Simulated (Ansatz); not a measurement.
Consider AlNi3.

The calculation's input:

```
crystal:
  lattice:
    - [3.4511354705, 0.0, 0.0]
    - [0.0, 3.4511354705, 0.0]
    - [0.0, 0.0, 3.4511354705]
  atoms:
    - { symbol: Ni, position: [0.5, 0.5, 0.0], spin: 1.0 }
    - { symbol: Ni, position: [0.5, 0.0, 0.5], spin: 1.0 }
    - { symbol: Ni, position: [0.0, 0.5, 0.5], spin: 1.0 }
    - { symbol: Al, position: [0.0, 0.0, 0.0] }
hamiltonian:
  xc: r2scan
  pseudopotentials: { kind: paw }
magnetization:
  spin_polarized: true
kpoints:
  mp_grid: { grid: [8, 8, 8] }
scf:
  occupations: { method: fermi_dirac, width: 0.05 }
output:
  forces: true
  stress: true
  eigenvalues: true
  write_density: true
  write_potential: true
  elf: true
  volumetric_format: npy
```

Command:

```sh
ansatz run input.yaml --threads 2 --pin off --max-ram 5632MiB --backend cpu --events-out ev --progress --plain --runs-dir out
```

Below, planes, directions and counts refer to the conventional cell (a = 3.45 Å, b = 3.45 Å, c = 3.45 Å, α = 90.00°, β = 90.00°, γ = 90.00°).

Space group Pm-3m; a structure from a database of computed crystals, not necessarily the ambient phase; computed pressure about 15 GPa in this cell; spin-polarised.

Theory: Kohn-Sham DFT of a periodic cell, r2SCAN, Ansatz PAW (Ansatz).

Predict the valence pseudo-density, electron localisation function and spin density between the atoms.

Answer. Al–Ni (2.44 Å): ρ at the midpoint is about 0.33 e/Å³; the ELF is about 0.35 at the midpoint.
The spin density sits on Ni: +0.3 μB (×3) in one cell of 4 atoms: parallel main moments (a ferromagnetic arrangement) in this solution. The cell of the calculation (4 atoms) carries 0.8 μB of net spin moment.

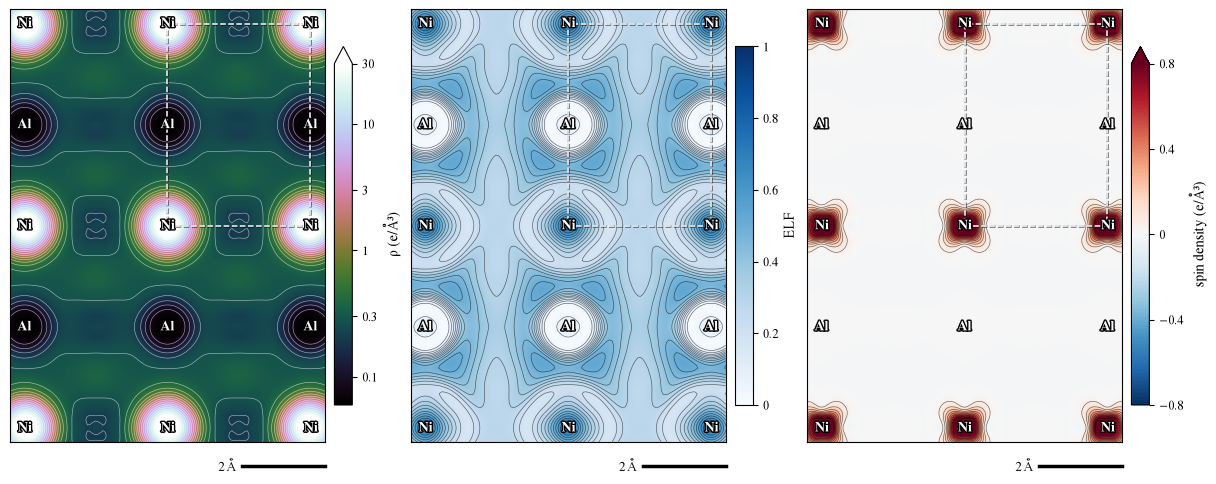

Computed valence pseudo-density, electron localisation function and spin density on the (101) plane of the conventional cell, in this order. 

The density is the valence pseudo-density of a PAW calculation; it isn't the true density close to the nuclei.
